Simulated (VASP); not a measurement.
System: zincblende GaSb, space group F-43m (No. 216), 2 atoms in the primitive cell.

```cif
data_structure
_symmetry_space_group_name_H-M 'P 1'
_symmetry_Int_Tables_number 1
_cell_length_a 4.3371
_cell_length_b 4.3371
_cell_length_c 4.3371
_cell_angle_alpha 60.000
_cell_angle_beta 60.000
_cell_angle_gamma 60.000
_cell_volume 57.69
loop_
_atom_site_label
_atom_site_type_symbol
_atom_site_fract_x
_atom_site_fract_y
_atom_site_fract_z
_atom_site_occupancy
Ga1 Ga 0.00000 0.00000 0.00000 1
Sb1 Sb 0.75000 0.75000 0.75000 1
```

Method: r2SCAN, VASP PAW PBE potentials, release 64 (Ga_d, Sb), no spin polarisation, no spin-orbit coupling, 9×9×9 k mesh, 520 eV cutoff, Gaussian smearing of 0.02 eV (VASP 6.6.1).

What does the calculation give for the electronic structure? The path is Γ–X–W–K–Γ–L–U–W–L–K|U–X.

The bands leave a gap. The gap along this path is 0.39 eV and direct: both edges lie at Γ. Three bands meet at the valence-band top at Γ: it is triply degenerate (spin aside). The direct gaps are 1.87 eV at L, 0.39 eV at Γ and 3.92 eV at U.

The PAW data sets were made with another functional. Spin-orbit coupling is left out, which matters for Sb. LDA, GGA and most meta-GGA functionals understate gaps. The cell was derived from a database entry in an earlier step, so it needn't be the measured one.

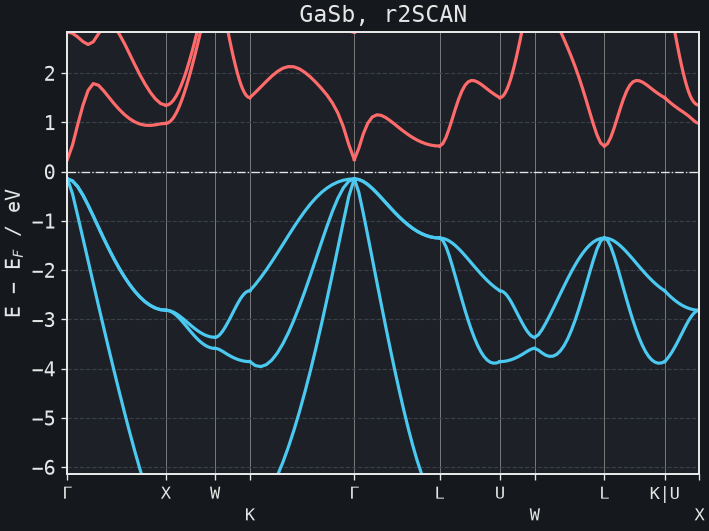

Band structure. Energies are counted from the Fermi level.
